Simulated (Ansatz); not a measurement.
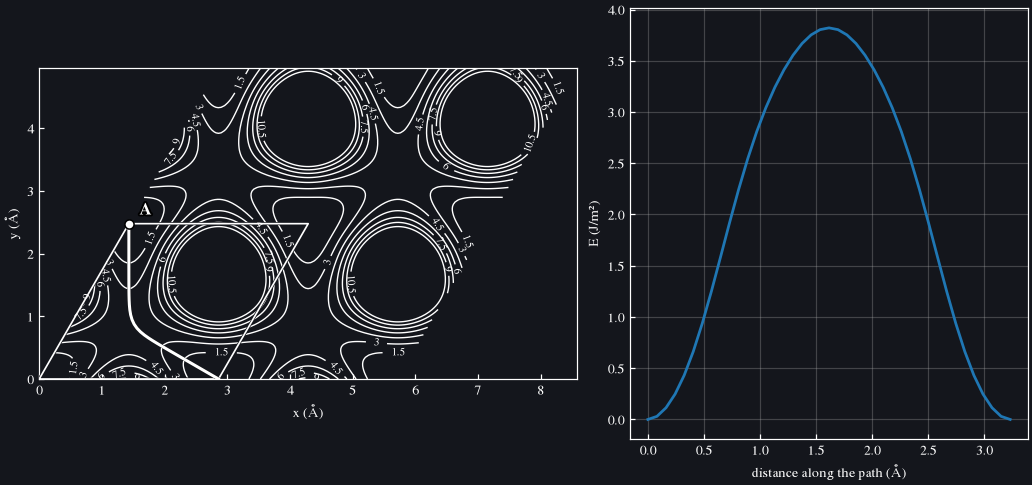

AlN (Fm-3m, No. 225; 12 atoms in the cell). 
- The crystal above one (1 1 1) plane is slid rigidly over the crystal below it (one fault a cell, nothing relaxed).
- Places are given modulo a cell vector. The map is drawn in real space over the plane of the slide.
- The scan uses a 6 × 6 grid; 10 points were computed and 26 follow by symmetry.
- Energies: J/m², counted from the lowest grid point.
- Computed with DFT PBEsol, scalar-relativistic, plane waves, PAW (Ansatz). Settings: cutoff 420 eV, k-mesh 9×9×2 in the order of the run's cell vectors, gaussian smearing 0.05 eV, no spin polarisation.

In the figure: contour lines labelled in J/m² (none above 10.5), a line along the lowest path, the outline of one cell of the 2 × 2 shown, the energy along the path at the right, the start A. Between grid points the surface is interpolated.

> Describe the path and its barrier.

The easiest path leads from the well at (0/6, 0/6) of the cell vectors to its copy one period on. Its highest point lies about 3.8 J/m² above the bottom of the first well on the interpolated surface, at (2/6, 2/6) of the cell vectors. The start is the relaxed structure and all else is held, so a fully relaxed path at this level can only be lower.
